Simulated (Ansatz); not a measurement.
```cif
data_structure
_symmetry_space_group_name_H-M 'P 1'
_symmetry_Int_Tables_number 1
_cell_length_a 6.5624
_cell_length_b 6.5624
_cell_length_c 7.5947
_cell_angle_alpha 115.597
_cell_angle_beta 115.597
_cell_angle_gamma 90.000
_cell_volume 258.92
loop_
_atom_site_label
_atom_site_type_symbol
_atom_site_fract_x
_atom_site_fract_y
_atom_site_fract_z
_atom_site_occupancy
Ti1 Ti 0.99543 0.50466 0.00121 1
Ti2 Ti 0.24319 0.75304 0.49777 1
Ti3 Ti 0.49587 0.98495 0.98518 1
Ti4 Ti 0.76056 0.24911 0.51377 1
Ti5 Ti 0.13786 0.12335 0.24943 1
Ti6 Ti 0.37398 0.37359 0.75555 1
Ti7 Ti 0.61676 0.64996 0.24938 1
Ti8 Ti 0.86716 0.86730 0.74326 1
O1 O 0.13199 0.82144 0.24947 1
O2 O 0.38174 0.07289 0.75088 1
O3 O 0.66412 0.33493 0.24946 1
O4 O 0.88024 0.57142 0.74801 1
O5 O 0.28949 0.48974 0.98554 1
O6 O 0.55325 0.75350 0.51318 1
O7 O 0.80861 0.99874 0.00246 1
O8 O 0.05560 0.24574 0.49645 1
O9 O 0.69099 0.50559 0.98451 1
O10 O 0.95588 0.77052 0.51444 1
O11 O 0.20339 0.01458 0.00496 1
O12 O 0.44789 0.25911 0.49399 1
O13 O 0.10545 0.43217 0.24944 1
O14 O 0.36951 0.68271 0.74951 1
O15 O 0.62014 0.94687 0.24946 1
O16 O 0.86944 0.18259 0.74943 1
H1 H 0.81413 0.35130 0.24949 1
```

Hubbard U of 4 eV on Ti d only; spin-polarised.

The calculation used Ansatz, DFT PBE+U, scalar-relativistic, plane waves, PAW.

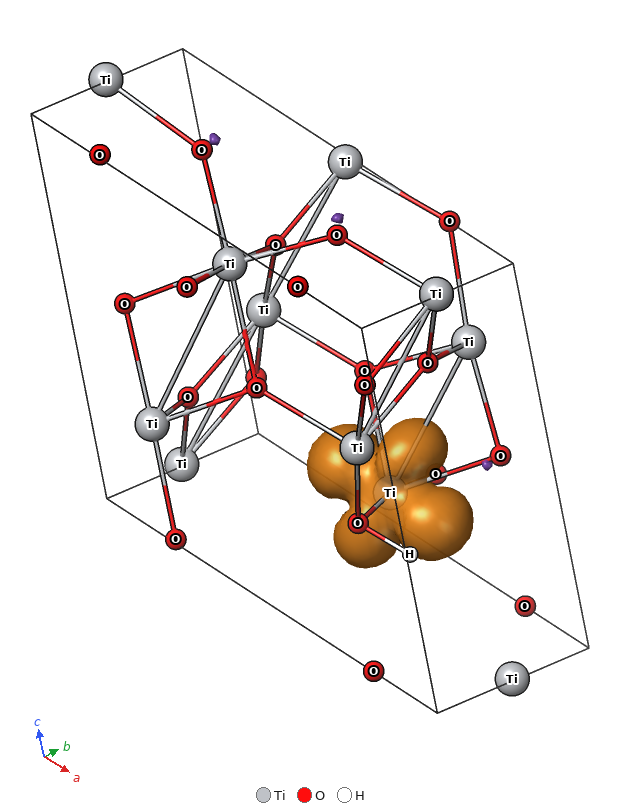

Ti8HO16 (cell with a defect). Isosurfaces of the spin density at +0.03 (orange) and −0.03 e/Å³ (purple), seen slightly off an axis. Sticks mark near contacts.

Core electrons are frozen (PAW), and the valence fields are smoothed inside the atomic spheres.

**Where is the spin, and how is it ordered?**

The spin density sits on Ti: +0.7 μB in one cell of 25 atoms: a single local moment. The cell of the calculation (25 atoms) carries 1.0 μB of net spin moment.
